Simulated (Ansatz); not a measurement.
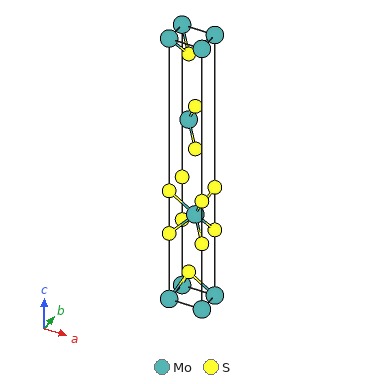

System: MoS₂, space group R3m (No. 160). The picture shows the conventional cell.

Starting cell:
```yaml
crystal:
  lattice:
    - [1.58150, 0.91310, 6.12330]
    - [-1.58150, 0.91310, 6.12330]
    - [0.00000, -1.82620, 6.12330]
  atoms:
    - { symbol: Mo, position: [0.00000, 0.00000, 0.00000] }
    - { symbol: S, position: [0.74840, 0.74840, 0.74840] }
    - { symbol: S, position: [0.58490, 0.58490, 0.58490] }
```

How it was computed, with Ansatz 0.2.0: periodic Kohn-Sham DFT of a crystal at fixed atoms, scaled to the stated factor times the given cell; pressure positive in compression, energy less spherical unpolarised free atoms. Level: LDA.

- method: all-electron LAPW
- relativity: scalar
- k mesh: 15×15×15
- occupations: Fermi–Dirac
- smearing width: 0.05 eV
- basis error target: 1 (meV/atom)
- nucleus: Gaussian

V(given) is 17.68 Å³/atom.

What does the calculation give for the energy less free atoms and pressure against V/V(given)? The V/V(given) takes the values 0.96, 0.99, 1.02, 1.06.

The energy less free atoms is −8.1259 eV/atom at V/V(given) 0.96 and −8.1282 eV/atom at 1.06; the lowest computed point is at V/V(given) 1.02 (−8.1477 eV/atom), and no other minimum shows among the points. The pressure falls from 8.8 GPa at V/V(given) 0.96 to −7.0 GPa at 1.06, and changes sign near 1.01.

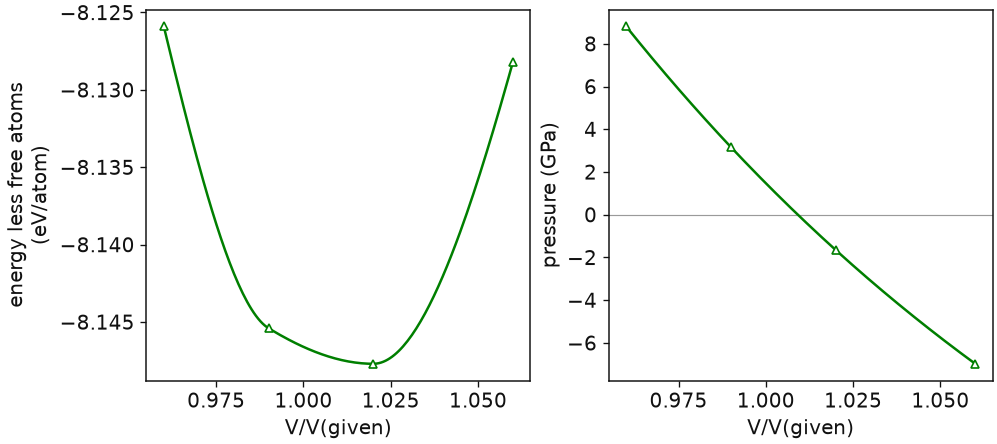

Keep in mind: shape and atomic fractions are frozen while scaling, which makes layered, chain and framework solids too stiff.
